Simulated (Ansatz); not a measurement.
**CO$_{2}$: density, localisation and related maps**

The calculation's input:

```
crystal:
  lattice:
    - [5.6711123368, 0.0, 0.0]
    - [0.0, 5.6711123368, 0.0]
    - [0.0, 0.0, 5.6711123368]
  atoms:
    - { symbol: C, position: [0.0, 0.0, 0.0] }
    - { symbol: C, position: [0.5, 0.0, 0.5] }
    - { symbol: C, position: [0.5, 0.5, 0.0] }
    - { symbol: C, position: [0.0, 0.5, 0.5] }
    - { symbol: O, position: [0.1190348168, 0.1190348168, 0.1190348168] }
    - { symbol: O, position: [0.3809651832, 0.8809651832, 0.6190348168] }
    - { symbol: O, position: [0.6190348168, 0.3809651832, 0.8809651832] }
    - { symbol: O, position: [0.8809651832, 0.6190348168, 0.3809651832] }
    - { symbol: O, position: [0.8809651832, 0.8809651832, 0.8809651832] }
    - { symbol: O, position: [0.6190348168, 0.1190348168, 0.3809651832] }
    - { symbol: O, position: [0.3809651832, 0.6190348168, 0.1190348168] }
    - { symbol: O, position: [0.1190348168, 0.3809651832, 0.6190348168] }
basis:
  ecutwfc: 420
kpoints:
  mp_grid: { grid: [4, 4, 4] }
hamiltonian:
  xc: pbe
  dispersion: d3bj
scf:
  occupations: { method: gaussian, width: 0.02 }
output:
  forces: true
  stress: true
  eigenvalues: true
  write_density: true
  write_potential: true
  elf: true
  volumetric_format: npy
relax:
  adjacent_minimum: "off"
  f_tol: 0.005
  max_steps: 80
  cell: { stress_tol: 0.05 }
```

Launched as:

```sh
ansatz run input.yaml --threads 4 --pin off --max-ram 10240MiB --backend cpu --events-out ev --progress --plain --runs-dir out
```

Below, planes, directions and counts refer to the conventional cell (a = 5.71 Å, b = 5.71 Å, c = 5.71 Å, α = 90.00°, β = 90.00°, γ = 90.00°).

The fields are those of the run's last geometry, not of the input's.

Space group Pa-3.

Theory: Ansatz 0.2.0, DFT PBE+D3(BJ), scalar-relativistic, plane waves, PAW.

In a PAW calculation such maps are meaningful between the atoms, not at the nuclei.

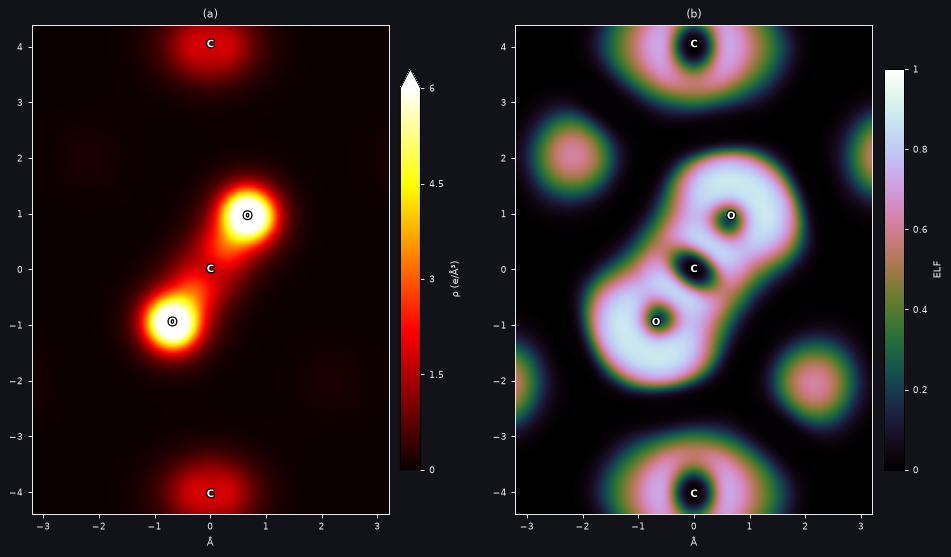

Figure 1. (a) valence electron density; (b) electron localisation function on the (011) plane of the conventional cell.

Q: What do the fields say about this system?

A: Atoms in the plane: C and O.
C–O (1.17 Å): the density is about 3.6 e/Å³ at the midpoint; the ELF peaks at about 0.80 between the atoms (inside overlapping PAW spheres, so only a guide) (a short, multiple covalent bond).
Between the atoms the lowest density in this plane is 0.003 e/Å³.
The ELF also peaks beside O, away from the bonds: lone-pair regions.

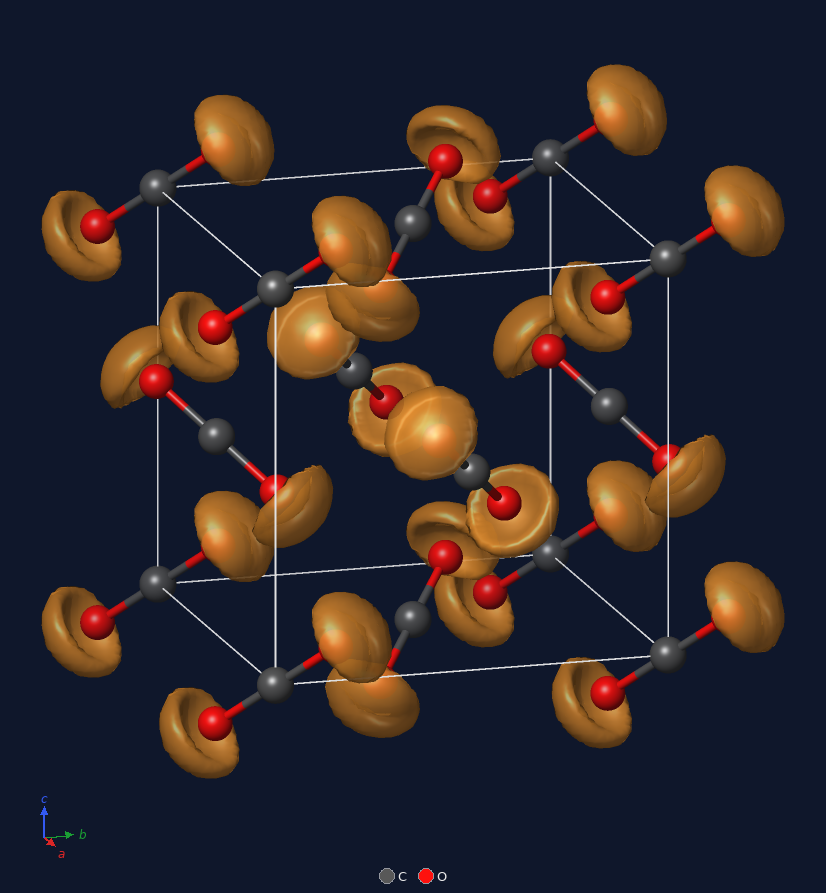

Figure 2. Isosurface of the electron localisation function at 0.85 (orange), seen slightly off an axis. Only the valence region is drawn (cores and ρ < 0.01 e/Å³ removed). Sticks mark near contacts.

Q: Where are the electrons localised?

A: The ELF exceeds this value in eight lobes on O, pointing away from the bonds (lone pairs, which may merge into one lobe), counted in one cell of 12 atoms. Regions shared between cells count once.

Q: Does the calculation make it a metal, or give it a gap?

A: It is gapped, with a Kohn–Sham gap of 6.7 eV on the k-point mesh, an upper bound to the gap of this method.
